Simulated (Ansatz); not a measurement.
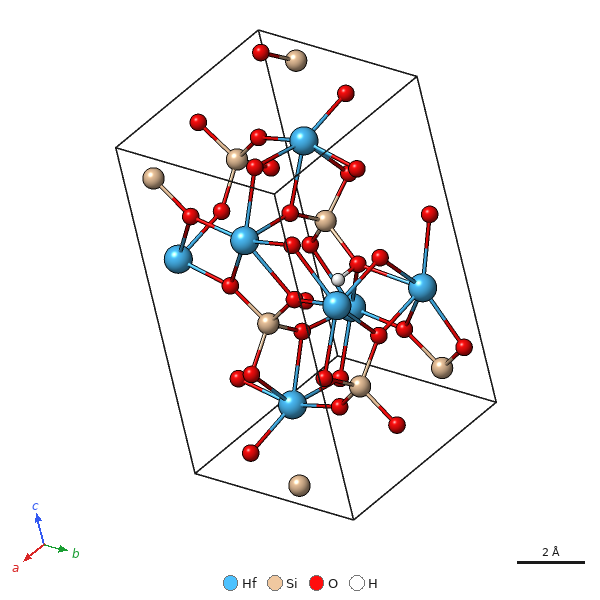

A ball-and-stick rendering, viewed from a general direction. The wireframe shows the supercell. The host is HfSiO$_{4}$, in a cell of 36 sites, and the cell carries a charge of +1.

What imperfection does the supercell contain?

An interstitial hydrogen atom. It is bonded to one O at about 1.0 Å. Not all metal-metal contacts are counted.

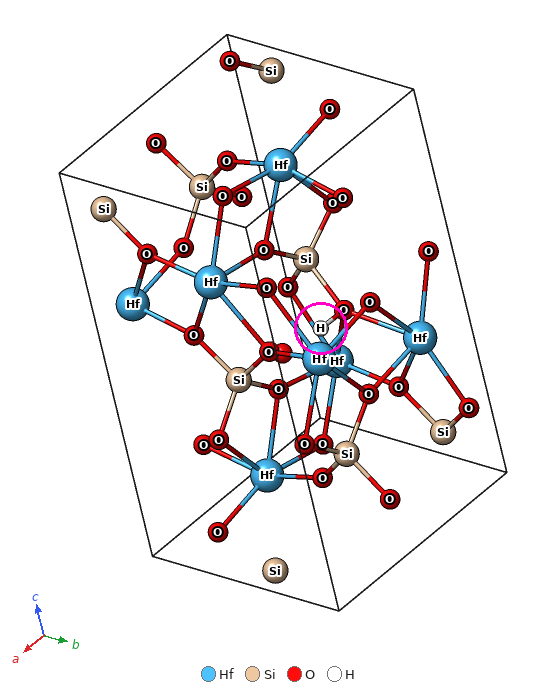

The same cell with a ring at the defect's site.

The atoms were relaxed in the host's cell with DFT PBE, scalar-relativistic, plane waves, PAW (Ansatz).
